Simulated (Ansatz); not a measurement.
## Energy of Ca along an even scaling of the cell

System: Ca (1 atom in the cell).
Method: Kohn-Sham DFT of a periodic cell, PBE, Ansatz PAW, no spin polarisation (Ansatz 0.2.0).

The 6 runs differ only in the geometry, by an even scaling of the cell at fixed fractional positions. The structure derives from a Materials Project entry.

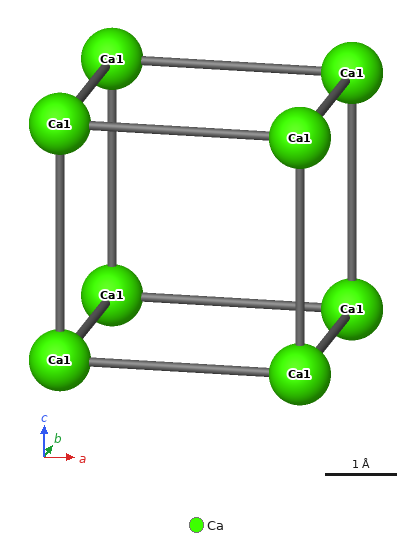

Figure 1. The structure of run 4 (ball-and-stick view of the cell of the calculation, seen slightly off an axis; atoms are numbered from 1 in the order of the input).

**Input of run 4**
```yaml
crystal:
  lattice:
    - [3.48865634, 0.0, 0.0]
    - [0.0, 3.48865634, 0.0]
    - [0.0, 0.0, 3.48865634]
  atoms:
    - { symbol: Ca, position: [0.0, 0.0, 0.0] }
hamiltonian:
  xc: pbe
  pseudopotentials: { kind: paw }
kpoints:
  mp_grid: { grid: [8, 8, 8] }
scf:
  occupations: { method: fermi_dirac, width: 0.05 }
output:
  forces: true
  stress: true
  eigenvalues: true
```

Command:
```bash
ansatz run input.yaml --threads 2 --pin off --max-ram 5120MiB --backend cpu --events-out ev --progress --plain --runs-dir out
```

Lattice vectors (Å) and fractional positions of run 4:
```
   3.488656    0.000000    0.000000
   0.000000    3.488656    0.000000
   0.000000    0.000000    3.488656
Ca  0.000000  0.000000  0.000000
```

Run 3 differs from it as follows:
```diff
-    - [3.48865634, 0.0, 0.0]
-    - [0.0, 3.48865634, 0.0]
-    - [0.0, 0.0, 3.48865634]
+    - [3.4652418336, 0.0, 0.0]
+    - [0.0, 3.4652418336, 0.0]
+    - [0.0, 0.0, 3.4652418336]
```

**Results, with one run withheld**

```csv
run,volume per atom (Å³),"free energy per atom, from the lowest run given (meV)",pressure (GPa)
1,39.912,13.83,1.10
2,40.761,8.72,0.84
3,41.610,?,?
4,42.459,2.17,0.41
5,44.158,0.00,0.01
6,45.007,0.48,−0.19
```

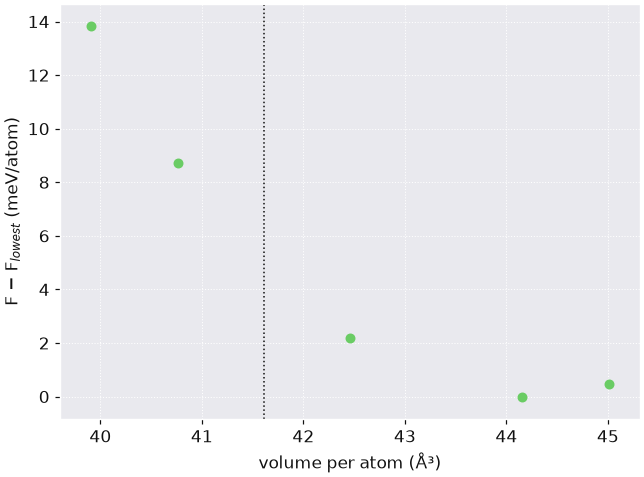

Figure 2. Free energy per atom of the runs given; the dotted line marks run 3.

Fit the runs given and predict run 3.

A cubic polynomial in V^(−2/3) (the Birch–Murnaghan form), fitted to the 5 runs given, misses them by at most 0.02 meV per atom. With x = V^(−2/3) − 0.08226 Å⁻², it reads F = 2.3446 + 2037.8 x + 4.3063e+05 x² − 6.5753e+06 x³ (meV per atom). At run 3 it gives 4.86 meV per atom, and the run itself gives 4.87. The slope of the fit gives a pressure −dF/dV of 0.62 GPa there, and the run prints 0.62 GPa. The fit has its minimum at 44.186 Å³ per atom, where V d²F/dV² gives 9.8 GPa: the bulk modulus at this level, since symmetry fixes the shape and the positions.

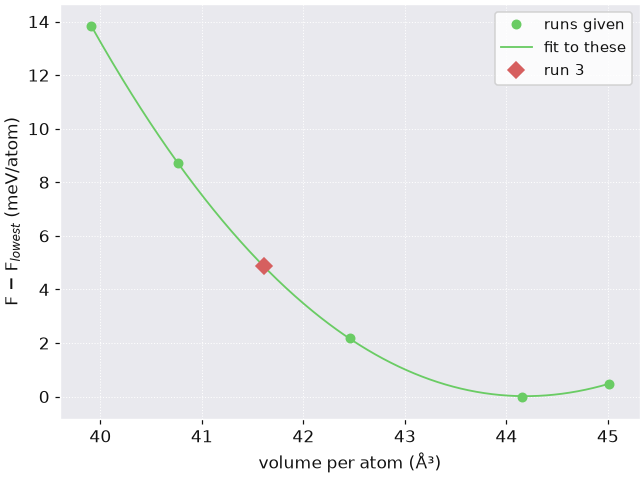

Figure 3. The fit and the withheld run.

**Output, shortened to warnings, some set-up lines, iterations and results (run 3)**
```
Basis set: ecut = 420 eV, 799 PW (Γ), exchange–correlation on 48×48×48 points (8 copies of the dense FFT grid, shifted against one another)
Symmetry: 48 space group operations
k-points: 35 of 512
Initial density: superposition of atomic densities (neutral atoms: chi_scale 0, normalization atom), corrected by the library's trained network
[...]
SCF iter   1: F=—  HF=-1816.472026 eV  |F-HF|=—  |Δ(HF+E_count)|=         —  Δρ=1.73e-3  dr2=2.49e-3  ethr=1.77e-3  ⟨swp⟩=6.0  Hψ=2547  notcnv=0
SCF iter   2: F=—  HF=-1816.471804 eV  |F-HF|=—  |Δ(HF+E_count)|=   2.22e-4  Δρ=7.74e-4  dr2=3.49e-4  ethr=2.49e-5  ⟨swp⟩=1.7  Hψ=673  notcnv=0
SCF iter   3: F=—  HF=-1816.471874 eV  |F-HF|=—  |Δ(HF+E_count)|=   6.94e-5  Δρ=1.73e-4  dr2=1.54e-5  ethr=3.49e-6  ⟨swp⟩=1.3  Hψ=325  notcnv=0
SCF iter   4: F=—  HF=-1816.471858 eV  |F-HF|=—  |Δ(HF+E_count)|=   1.57e-5  Δρ=2.61e-5  dr2=1.81e-7  ethr=1.54e-7  ⟨swp⟩=1.7  Hψ=343  notcnv=0
SCF iter   5: F=-1816.471858 eV  HF=-1816.471858 eV  |F-HF|=1.65e-10  |Δ(HF+E_count)|=   1.83e-7  Δρ=2.51e-6  dr2=2.11e-9  ethr=1.81e-9  ⟨swp⟩=2.4  Hψ=435  notcnv=0
SCF iter   6: F=-1816.471858 eV  HF=-1816.471858 eV  |F-HF|=3.18e-12  |Δ(HF+E_count)|=  1.59e-11  Δρ=2.10e-7  dr2=1.30e-11  ethr=2.11e-11  ⟨swp⟩=1.6  Hψ=953  notcnv=0
SCF 1 converged in 6 iterations: F = -1816.471858 eV  dr2 = 1.30e-11
SCF converged after 6 iterations
Free energy (F): -1816.471858 eV
Harris-Foulkes:  -1816.471858 eV  (|F-HF|=3.18e-12)
Internal energy: -1816.463619 eV  (E = F + TS)
E sigma→0 (E₀):  -1816.467738 eV
Entropy (-TS):   -0.008240 eV (-8.240 meV/atom)
Fermi energy:    4.913717 eV
--- Per-component energies (eV) ---
  E_band       = -176.041473
  E_kinetic    = 276.162900
  E_local      = -863.296072  (includes V_loc(G=0)·N_el)
  E_nonlocal   = 63.835778
  E_hartree    = 290.673505
  E_xc         = -136.030064
  E_vxc        = -169.570955  (∫ρ·V_xc dr)
  E_paw        = -858.297011  (= ΣΔE_a)
  E_vpaw       = -64.520134  (= ΣTr[D̂ρ^β])
  E_aug_tail   = -0.000006  (compensation charges beyond the density's cutoff)
  E_ewald      = -589.512649
  E_smearing   = -0.008240  (= −TS)
  E_closure    = -0.000000  (closes the sum)
  Σ components = -1816.471858   (vs F -1816.471858, Δ=0.00e0)
--- Forces (eV/Å), atoms counted from 1 ---
  atom   1  Ca     0.00000000     0.00000000    -0.00000000
  max |Σ_I F_I| component: 2.98e-32 eV/Å
--- Stress (GPa, compression-positive) ---
        0.615330      -0.000000       0.000000
       -0.000000       0.615330       0.000000
        0.000000       0.000000       0.615330
  P = ⅓ Tr σ = 0.6153 GPa (6.153 kbar)
```
